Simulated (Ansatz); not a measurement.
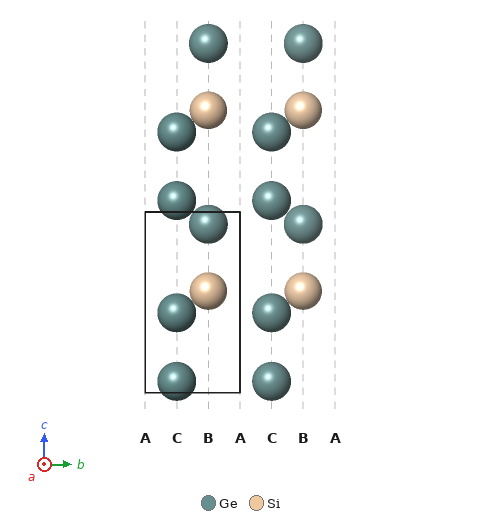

The picture looks along a close-packed row of the hexagonal mesh; c points upwards. The dashed lines mark the three columns A (0, 0), B (1/3, 2/3) and C (2/3, 1/3). The sequence starts with the first layer at or above the cell's origin.

The compound is SiGe3, taken as the end point of a relaxation with DFT PBE, scalar-relativistic, plane waves, PAW in Ansatz 0.2.0.

Q: Read off the stacking sequence over one period.

A: Ge(C) – Ge(C) – Si(B) – Ge(B) (four layers in 6.60 Å).

Q: How are the Ge and Si layers alone stacked?

A: Ge and Si layers alone: CCBB, a sequence in which some neighbouring layers lie directly above each other.

Heights of the layers:

```tsv
layer	atoms (column)	height (Å)	to next (Å)
1	Ge(C)	0.42	2.50
2	Ge(C)	2.92	0.79
3	Si(B)	3.71	2.44
4	Ge(B)	6.15	0.87
```
